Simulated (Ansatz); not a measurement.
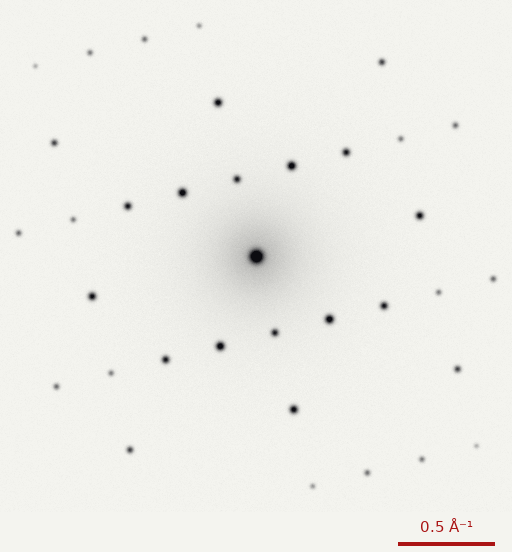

Simulated selected-area electron diffraction pattern (200 kV, kinematic approximation, thin crystal, B = 0.8 Å² for all atoms).

**Read the repeat vectors of the pattern off the scale bar.**

The spots form a rectangular net whose two shortest vectors correspond to d = 3.38 Å and 2.40 Å, 90.0° apart.

**What is the point symmetry of the pattern, intensities included?**

2mm.

**Which crystal and zone produced it?**

This cannot be fixed from one zone alone; the pattern is [100] of Co, space group P6/mmm (No. 191), a = 3.902 Å, c = 2.404 Å (hexagonal axes). The net vectors are 0 1 0 (itself too weak to see) and 0 0 1. Structure: the geometry relaxed with DFT, PBEsol, plane waves (420 eV) with PAW, scalar-relativistic (Ansatz 0.2.0); the starting structure was generated, so it need not be a known form of this composition.
